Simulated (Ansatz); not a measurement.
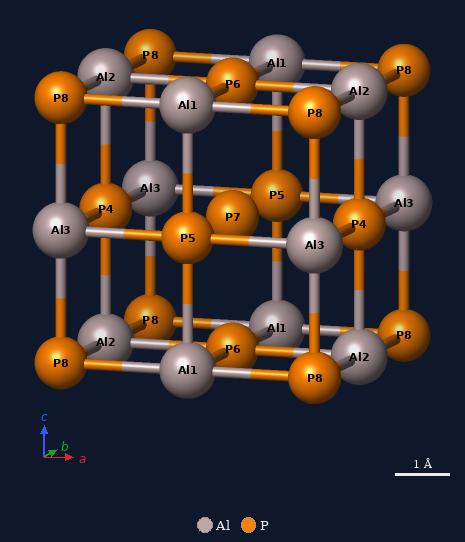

Figure 1. The starting structure (ball-and-stick view of the cell of the calculation, seen slightly off an axis; atoms are numbered from 1 in the order of the input).

## Geometry relaxation of Al₃P₅

- system: Al₃P₅ (Pm-3m, 8 atoms in the cell)
- method: DFT PBE, scalar-relativistic, plane waves, PAW, no spin polarisation (Ansatz 0.2.0)

The structure was made by a generator, so it may or may not be a known phase. Figures and captions count atoms from 1; the log counts them from 0 in places.

**Log**
```
Engine: ansatz 0.2.0, x86_64-unknown-linux-gnu
Pseudopotentials: kind: paw
Pseudopotential: Al, paw, valence charge 3, recommended cutoff 420 eV (normal), Al.paw.azcp
Pseudopotential: P, paw, valence charge 5, recommended cutoff 420 eV (normal), P.paw.azcp
Functional definition: PBE
  parameter kappa = 0.804
  parameter beta = 0.06672455060314922
  exchange = pbe_x(kappa = kappa, mu = beta*pi^2/3)
  correlation = pbe_c(beta = beta)
Crystal: 8 atoms, lattice volume = 128.684 Å³
Basis set: ecut = 420 eV, 2517 PW (Γ), exchange–correlation on 72×72×72 points (8 copies of the dense FFT grid, shifted against one another)
Bands: 25, of which v1, the nominal top of the filled ones, is band 17 counted from 1 (16 counted from 0)
Symmetry: 48 space group operations
Space group: Pm-3m (ITA 221), of the structure as read, at distance tolerance 5.0e-5 Å
k-points: 35 of 512
Non-local potential: Al, projectors of the file, l = 0: 2, l = 1: 2, l = 2: 1
Non-local potential: P, projectors of the file, l = 0: 2, l = 1: 2, l = 2: 2
PAW form: soft (Blöchl's): semilocal exchange-correlation on the pseudo side does not see the compensation charge
PAW one-centre angular grid: Al, 110 points (default); XC on 64 Gauss nodes
PAW one-centre angular grid: P, 110 points (default); XC on 64 Gauss nodes
Initial density: superposition of atomic densities (neutral atoms: chi_scale 0, normalization atom), corrected by the library's trained network
Initial wavefunctions: pseudopotential atomic-orbital guess
Functional: x = pbe(κ = 0.804, μ = 0.2195149727645171), c = pbe(β = 0.06672455060314922)
SCF iter   1: F=—  HF=-5392.513413 eV  |F-HF|=—  |Δ(HF+E_count)|=         —  Δρ=3.14e-3  dr2=2.81e-2  ethr=1.77e-3  ⟨swp⟩=9.7  Hψ=6091  notcnv=0  defer=3
preconditioner: auto → Kerker (q_TF=auto, 2.185 Å⁻¹)  [metal: Δε(μ)=0.038 eV  Ē_g=8.548 eV  σ=0.100 eV  W_gap=0.20  n_scr=26 (ndim 8)  ℏωp=19.1 eV  f_vac=0.000  D(μ)=3.32/eV (n_scr^D=26)]
SCF iter   2: F=—  HF=-5392.509967 eV  |F-HF|=—  |Δ(HF+E_count)|=   3.45e-3  Δρ=1.34e-3  dr2=3.34e-3  ethr=8.27e-5  ⟨swp⟩=1.3  Hψ=1205  notcnv=0  defer=7
SCF iter   3: F=—  HF=-5392.509770 eV  |F-HF|=—  |Δ(HF+E_count)|=   1.97e-4  Δρ=4.53e-4  dr2=2.62e-4  ethr=9.82e-6  ⟨swp⟩=2.3  Hψ=1237  notcnv=0  defer=7
SCF iter   4: F=—  HF=-5392.509791 eV  |F-HF|=—  |Δ(HF+E_count)|=   2.09e-5  Δρ=6.45e-5  dr2=5.97e-6  ethr=7.71e-7  ⟨swp⟩=2.1  Hψ=1378  notcnv=0  defer=7
SCF iter   5: F=—  HF=-5392.510260 eV  |F-HF|=—  |Δ(HF+E_count)|=   4.70e-4  Δρ=1.27e-5  dr2=2.05e-7  ethr=1.75e-8  ⟨swp⟩=2.3  Hψ=1323  notcnv=0  defer=7
SCF iter   6: F=-5392.510260 eV  HF=-5392.510260 eV  |F-HF|=2.77e-9  |Δ(HF+E_count)|=   8.86e-9  Δρ=2.29e-6  dr2=7.56e-9  ethr=2.94e-10  ⟨swp⟩=14.2  Hψ=6575  notcnv=0
SCF 1 converged in 6 iterations: F = -5392.510260 eV  dr2 = 7.56e-9
  greatest PAW one-centre occupation: 0.818 electrons in one spin orbital (limit 2), on the P atom at site 6 (counted from 0), in its partial waves of l = 0
relax step   1: F+E_penalty+E_count = -5392.51026040 eV  Δ(F+E_penalty+E_count) = +0.000e0 eV  max|allowed force component| = 1.890e-29 eV/Å  Δτ_max = 0.0000 Å  P = -0.087 GPa  Ω = 128.684 Å³  (6 SCF iters, dr2 threshold 1.00e-7 eV, accepted)
Crystal: 8 atoms, lattice volume = 128.592 Å³
Initial density: handed on by an earlier stage of this run
Initial wavefunctions: those handed on with the density
iter 1 solved again at ethr=1.18e-8 eV; its pass at ethr=3.10e-3 eV (dr2=4.01e-6 eV) is discarded
SCF iter   1: F=—  HF=-5392.509842 eV  |F-HF|=—  |Δ(HF+E_count)|=         —  Δρ=3.73e-5  dr2=4.12e-6  ethr=1.18e-8  ⟨swp⟩=2.1  Hψ=4979  notcnv=0
preconditioner: auto → Kerker (q_TF=auto, 2.186 Å⁻¹)  [metal: Δε(μ)=0.052 eV  Ē_g=8.548 eV  σ=0.100 eV  W_gap=0.28  n_scr=26 (ndim 8)  ℏωp=19.1 eV  f_vac=0.000  D(μ)=3.40/eV (n_scr^D=26)]
SCF iter   2: F=—  HF=-5392.510307 eV  |F-HF|=—  |Δ(HF+E_count)|=   4.65e-4  Δρ=1.99e-5  dr2=7.86e-7  ethr=1.18e-8  ⟨swp⟩=2.2  Hψ=1304  notcnv=0
SCF iter   3: F=—  HF=-5392.510307 eV  |F-HF|=—  |Δ(HF+E_count)|=   1.31e-7  Δρ=6.09e-6  dr2=5.22e-8  ethr=2.31e-9  ⟨swp⟩=2.1  Hψ=1423  notcnv=0
SCF iter   4: F=-5392.510307 eV  HF=-5392.510307 eV  |F-HF|=9.49e-10  |Δ(HF+E_count)|=   1.00e-8  Δρ=1.26e-6  dr2=2.44e-9  ethr=5.60e-11  ⟨swp⟩=9.2  Hψ=5232  notcnv=0
SCF 2 converged in 4 iterations: F = -5392.510307 eV  dr2 = 2.44e-9
relax step   2: F+E_penalty+E_count = -5392.51030707 eV  Δ(F+E_penalty+E_count) = -4.667e-5 eV  max|allowed force component| = 3.386e-30 eV/Å  Δτ_max = 0.0000 Å  P = -0.013 GPa  Ω = 128.592 Å³  energy of the carried Pulay correction = +1.788e-5 eV  (4 SCF iters, dr2 threshold 1.91e-8 eV, accepted)
Initial wavefunctions: pseudopotential atomic-orbital guess (no wavefunctions were taken with the density)
iter 1 solved again at ethr=2.86e-7 eV; its pass at ethr=3.10e-3 eV (dr2=9.71e-5 eV) is discarded
SCF iter   1: F=—  HF=-5392.509796 eV  |F-HF|=—  |Δ(HF+E_count)|=         —  Δρ=3.26e-6  dr2=9.04e-9  ethr=2.86e-7  ⟨swp⟩=3.0  Hψ=8128  notcnv=0
eigensolver tolerance schedule: the retry pair's looser diagonalisation over-reported the residual by 10737.07 of it (diagonalisation noise at 91.42 of the residual, at the tolerance the schedule requests for it); recorded, not acted on — ethr = c·dr2/N_el stays at c = 1.0e-1
SCF iter   2: F=—  HF=-5392.510264 eV  |F-HF|=—  |Δ(HF+E_count)|=   4.67e-4  Δρ=1.64e-6  dr2=2.87e-9  ethr=2.66e-11  ⟨swp⟩=3.2  Hψ=2033  notcnv=0
SCF iter   3: F=—  HF=-5392.510264 eV  |F-HF|=—  |Δ(HF+E_count)|=  4.09e-10  Δρ=1.17e-6  dr2=1.42e-9  ethr=8.45e-12  ⟨swp⟩=1.1  Hψ=877  notcnv=0
SCF iter   4: F=—  HF=-5392.510264 eV  |F-HF|=—  |Δ(HF+E_count)|=  8.66e-10  Δρ=4.02e-7  dr2=2.09e-10  ethr=4.19e-12  ⟨swp⟩=2.0  Hψ=1466  notcnv=0
SCF iter   5: F=-5392.510264 eV  HF=-5392.510264 eV  |F-HF|=7.28e-12  |Δ(HF+E_count)|=  2.91e-11  Δρ=2.82e-7  dr2=7.36e-11  ethr=1.00e-12  ⟨swp⟩=8.8  Hψ=4618  notcnv=0
SCF 3 converged in 5 iterations: F = -5392.510264 eV  dr2 = 7.36e-11
relax step   3: F+E_penalty+E_count = -5392.51026377 eV  Δ(F+E_penalty+E_count) = +4.329e-5 eV  max|allowed force component| = 1.290e-30 eV/Å  Δτ_max = 0.0000 Å  P = -0.013 GPa  Ω = 128.592 Å³  stress off target by 1.33e-2 GPa  SCF on the basis re-selected at this cell (its energy is not comparable with the rows above)  (5 SCF iters)
```

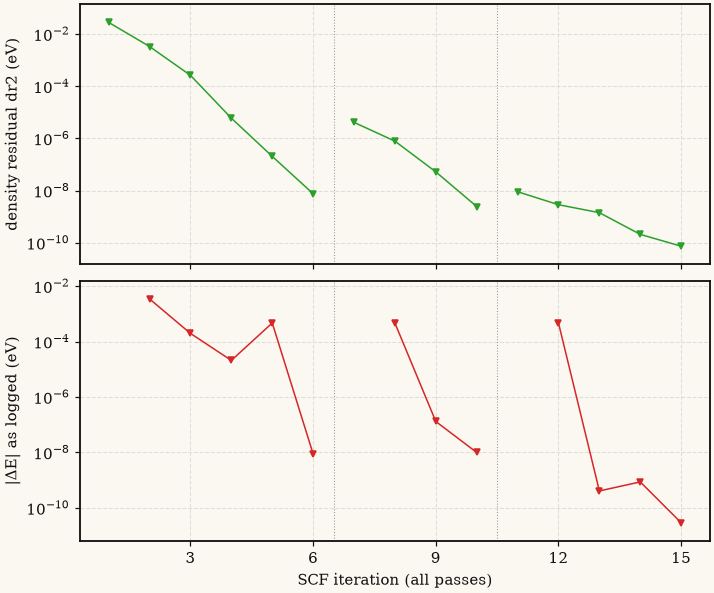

Figure 2. Convergence of the self-consistent field: density residual dr2 and size of the energy change against the SCF iteration. The dotted lines part the SCF passes of the relaxation: geometry steps, rejected trials and re-solves on a re-selected basis. The passes take 6, 4 and 5 iterations.

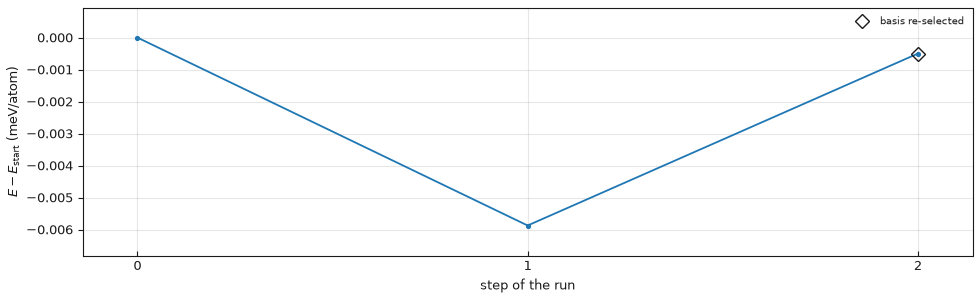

Figure 3. Progress of the relaxation, step by step (the first geometry is step 0 here and step 1 in the log). The atoms keep their places relative to the cell (all moves are under 0.005 Å). Cell: a = b = c 5.049 → 5.047 Å (0.0 %). Volume −0.1 %. The space group stays Pm-3m (No. 221). After 1 geometry step the energy has fallen by next to nothing (0.0 meV per atom). All forces vanish by symmetry, so only the cell relaxes. The pressure goes from −0.09 to −0.01 GPa. A last SCF at the same geometry on a re-selected plane-wave basis shifts the energy by +0.0 meV per atom.

```
basis re-selected at this cell: Δ(F+E_penalty+E_count) = +4.329e-5 eV, ΔP = -0.000 GPa vs the last step (what re-selecting the basis moved, of the pressure what is left beyond the Pulay correction that the steps carried, after the strain that the cell walked since its last selection, with what the two solves' SCF thresholds leave and, on support functions, any second-order correction that the steps lacked; it is no measure of the basis error at this ecutwfc). This SCF's stress stands 1.33e-2 GPa from its target on what of the cell is left free (relax.cell.stress_tol is 5.00e-2 GPa) and its largest allowed force component is 1.29e-30 eV/Å (relax.f_tol is 1.00e-2 eV/Å): within both
SCF converged after 5 iterations
Free energy (F): -5392.510264 eV
Harris-Foulkes:  -5392.510264 eV  (|F-HF|=7.28e-12)
Internal energy: -5392.493250 eV  (E = F + TS)
E sigma→0 (E₀):  -5392.501757 eV
Entropy (-TS):   -0.017013 eV (-2.127 meV/atom)
Fermi energy:    8.582146 eV
--- Per-component energies (eV) ---
  E_band       = 105.022296
  E_kinetic    = 423.632634
  E_local      = -196.772177  (includes V_loc(G=0)·N_el)
  E_nonlocal   = 198.514433
  E_hartree    = 60.996770
  E_xc         = -429.053089
  E_vxc        = -394.293132  (∫ρ·V_xc dr)
  E_paw        = -4248.086389  (= ΣΔE_a)
  E_vpaw       = -48.053081  (= ΣTr[D̂ρ^β])
  E_aug_tail   = 0.000010  (compensation charges beyond the density's cutoff)
  E_ewald      = -1201.725441
  E_smearing   = -0.017013  (= −TS)
  E_closure    = 0.000000  (closes the sum)
  Σ components = -5392.510264   (vs F -5392.510264, Δ=0.00e0)
--- Forces (eV/Å), atoms counted from 1 ---
  atom   1  Al    -0.00000000     0.00000000     0.00000000
  atom   2  Al    -0.00000000    -0.00000000     0.00000000
  atom   3  Al     0.00000000    -0.00000000     0.00000000
  atom   4  P      0.00000000    -0.00000000     0.00000000
  atom   5  P     -0.00000000     0.00000000    -0.00000000
  atom   6  P     -0.00000000     0.00000000     0.00000000
  atom   7  P     -0.00000000     0.00000000     0.00000000
  atom   8  P      0.00000000    -0.00000000     0.00000000
  max |Σ_I F_I| component: 2.30e-30 eV/Å
--- Stress (GPa, compression-positive) ---
       -0.013315       0.000000       0.000000
        0.000000      -0.013315       0.000000
        0.000000       0.000000      -0.013315
  P = ⅓ Tr σ = -0.0133 GPa (-0.133 kbar)
--- Band table (eV; the first three rows and the last of 35) ---
  k-point 0: bands = ["-5.5269", "-1.9926", "-1.3034", "-1.3034", "1.8672", "1.8672", "1.8672", "1.9921", "4.9623", "4.9623", "4.9623", "5.7844", "5.7844", "5.7844", "6.9996", "6.9996", "8.4206", "8.4206", "8.4206", "10.4985", "10.4985", "10.4985", "11.4056", "14.1123", "14.1123"]
  k-point 1: bands = ["-5.4531", "-2.1056", "-1.4686", "-1.2737", "1.6521", "1.9372", "1.9372", "2.4203", "4.8511", "4.8511", "5.1056", "5.1733", "5.7089", "5.7089", "7.3747", "7.7979", "8.0167", "8.2173", "8.2173", "10.5808", "10.9276", "10.9276", "11.9149", "13.6172", "13.8283"]
  k-point 2: bands = ["-5.2400", "-2.6383", "-1.4487", "-1.1984", "1.1246", "2.1401", "2.1401", "3.3937", "4.4060", "4.4343", "4.4343", "5.5462", "5.7497", "5.7497", "7.2075", "7.7395", "7.7395", "8.3790", "9.1297", "10.8256", "11.5930", "12.0203", "12.0203", "13.0638", "13.1821"]
  k-point 34: bands = ["-2.9573", "-2.3308", "-2.3308", "-2.3308", "-1.9682", "1.0339", "1.0339", "1.0339", "7.8567", "7.8567", "8.0116", "8.0116", "8.0116", "8.0994", "8.0994", "8.0994", "8.2775", "8.2775", "8.2775", "10.0106", "11.7917", "11.7917", "11.7917", "11.8162", "11.8162"]
--- Relaxed structure (2 steps of the walk, 2 accepted, 1 SCFs on fresh bases) ---
  F+E_penalty+E_count = -5392.51026377 eV   max|allowed force component| = 1.290e-30 eV/Å   (the final SCF, on the basis selected at the relaxed cell)
  cell:  # Å, volume = 128.5923 Å³
    - [5.047446276402224, -3.851859888774472e-34, 0.0]
    - [-3.851859888774472e-34, 5.047446276402224, 0.0]
    - [0.0, 0.0, 5.047446276402224]
  atoms:
    - { symbol: Al, position: [0.5, -5.960535655330461e-36, 9.934226092217435e-38] }
    - { symbol: Al, position: [-7.649354091007432e-36, 0.5, 2.4835565230543593e-36] }
    - { symbol: Al, position: [5.861193394408288e-36, 3.973690436886972e-37, 0.5] }
    - { symbol: P, position: [2.652438366622056e-35, 0.5, 0.5] }
    - { symbol: P, position: [0.5, -9.934226092217433e-36, 0.5] }
    - { symbol: P, position: [0.5, 0.5, -6.953958264552207e-37] }
    - { symbol: P, position: [0.5, 0.5, 0.5] }
    - { symbol: P, position: [-1.639147305215877e-35, 4.371059480575672e-36, 8.940803482995692e-37] }
```

**Trajectory as extended XYZ (Å, eV, eV/Å), 3 frames, from step=1 to step=3**
```
8
Lattice="5.0487 0.0000 0.0000 0.0000 5.0487 0.0000 0.0000 0.0000 5.0487" Properties=species:S:1:pos:R:3:forces:R:3 step=1 energy=-5392.51026 pressure_GPa=-0.09
Al    2.5243    0.0000    0.0000    0.0000   0.0000   0.0000
Al    0.0000    2.5243    0.0000    0.0000   0.0000   0.0000
Al    0.0000    0.0000    2.5243    0.0000   0.0000   0.0000
P     0.0000    2.5243    2.5243    0.0000   0.0000   0.0000
P     2.5243    0.0000    2.5243    0.0000   0.0000   0.0000
P     2.5243    2.5243    0.0000    0.0000   0.0000   0.0000
P     2.5243    2.5243    2.5243    0.0000   0.0000   0.0000
P     0.0000    0.0000    0.0000    0.0000   0.0000   0.0000
8
Lattice="5.0474 0.0000 0.0000 0.0000 5.0474 0.0000 0.0000 0.0000 5.0474" Properties=species:S:1:pos:R:3:forces:R:3 step=2 energy=-5392.51031 pressure_GPa=-0.01
Al    2.5237    0.0000    0.0000    0.0000   0.0000   0.0000
Al    0.0000    2.5237    0.0000    0.0000   0.0000   0.0000
Al    0.0000    0.0000    2.5237    0.0000   0.0000   0.0000
P     0.0000    2.5237    2.5237    0.0000   0.0000   0.0000
P     2.5237    0.0000    2.5237    0.0000   0.0000   0.0000
P     2.5237    2.5237    0.0000    0.0000   0.0000   0.0000
P     2.5237    2.5237    2.5237    0.0000   0.0000   0.0000
P     0.0000    0.0000    0.0000    0.0000   0.0000   0.0000
8
Lattice="5.0474 0.0000 0.0000 0.0000 5.0474 0.0000 0.0000 0.0000 5.0474" Properties=species:S:1:pos:R:3:forces:R:3 step=3 energy=-5392.51026 pressure_GPa=-0.01
Al    2.5237    0.0000    0.0000    0.0000   0.0000   0.0000
Al    0.0000    2.5237    0.0000    0.0000   0.0000   0.0000
Al    0.0000    0.0000    2.5237    0.0000   0.0000   0.0000
P     0.0000    2.5237    2.5237    0.0000   0.0000   0.0000
P     2.5237    0.0000    2.5237    0.0000   0.0000   0.0000
P     2.5237    2.5237    0.0000    0.0000   0.0000   0.0000
P     2.5237    2.5237    2.5237    0.0000   0.0000   0.0000
P     0.0000    0.0000    0.0000    0.0000   0.0000   0.0000
```

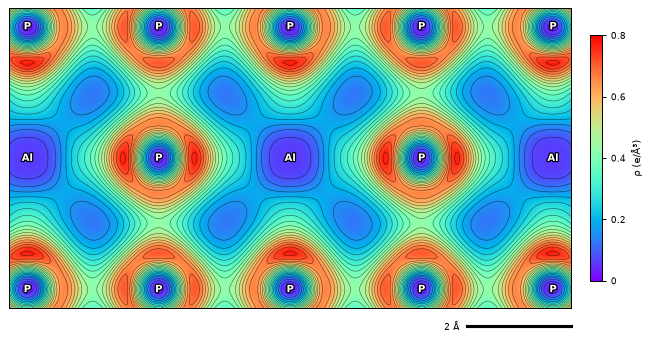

Figure 4. Valence electron density on the (001) plane of the conventional cell. Atoms in the plane: Al and P. Al–P (2.52 Å): the density is about 0.38 e/Å³ at the midpoint. Away from the nuclei the density in this plane falls to 0.13 e/Å³ at its lowest. Core electrons are frozen (PAW), so the fields are smoothed inside the atomic spheres.

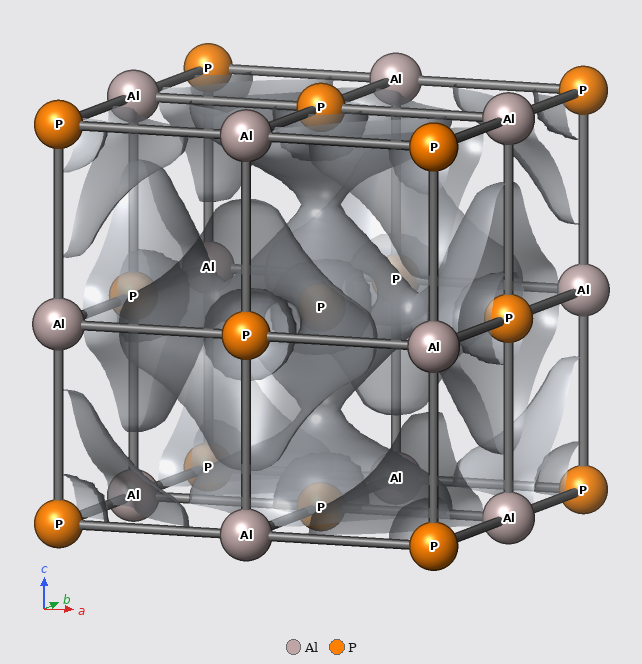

Figure 5. Isosurface of the electron localisation function at 0.65 (grey), seen slightly off an axis. Core shells and regions of very low density are left out. Sticks mark near contacts. The outline is the cell set on symmetry axes. Along the contacts the grid gives the following. Al–P (2.52 Å): the ELF peaks at about 0.90 between the atoms (a covalent bond).

The run was set up as follows.

**Input file**
```yaml
crystal:
  lattice:
    - [5.0486495042, 0.0, 0.0]
    - [0.0, 5.0486495042, 0.0]
    - [0.0, 0.0, 5.0486495042]
  atoms:
    - { symbol: Al, position: [0.5, 0.0, 0.0] }
    - { symbol: Al, position: [0.0, 0.5, 0.0] }
    - { symbol: Al, position: [0.0, 0.0, 0.5] }
    - { symbol: P, position: [0.0, 0.5, 0.5] }
    - { symbol: P, position: [0.5, 0.0, 0.5] }
    - { symbol: P, position: [0.5, 0.5, 0.0] }
    - { symbol: P, position: [0.5, 0.5, 0.5] }
    - { symbol: P, position: [0.0, 0.0, 0.0] }
basis:
  ecutwfc: 420
kpoints:
  mp_grid: { grid: [8, 8, 8] }
hamiltonian:
  xc: pbe
scf:
  occupations: { method: gaussian, width: 0.1 }
output:
  forces: true
  stress: true
  eigenvalues: true
  write_density: true
  write_potential: true
  elf: true
  volumetric_format: npy
relax:
  adjacent_minimum: "off"
  f_tol: 0.01
  max_steps: 80
  cell: { stress_tol: 0.05 }
```

Launched with:
```bash
ansatz run input.yaml --threads 1 --pin off --max-ram 2048MiB --backend cpu --events-out ev --progress --plain --runs-dir out
```

**Results in brief**

| quantity | value |
| --- | --- |
| outcome | converged |
| space group (tolerance 0.01 Å) | Pm-3m (221) |
| electrons treated | 34 |
| free energy | −5392.5103 eV |
| Fermi energy | 8.582 eV |
| gap on the k-point mesh | none (metallic) |
| pressure | −0.01 GPa |
| final volume | 128.59 Å³ |
| largest force (length of the vector) at the end | under 0.001 eV/Å |
| final cell | a = 5.047 Å, b = 5.047 Å, c = 5.047 Å, α = 90.00°, β = 90.00°, γ = 90.00° |
| hardware | 1 thread of Intel Xeon @ 2.50GHz (Skylake/Cascade Lake), 64 GiB of memory available, shared host |
| wall time | 23 s |
| peak memory | 0.47 GiB |
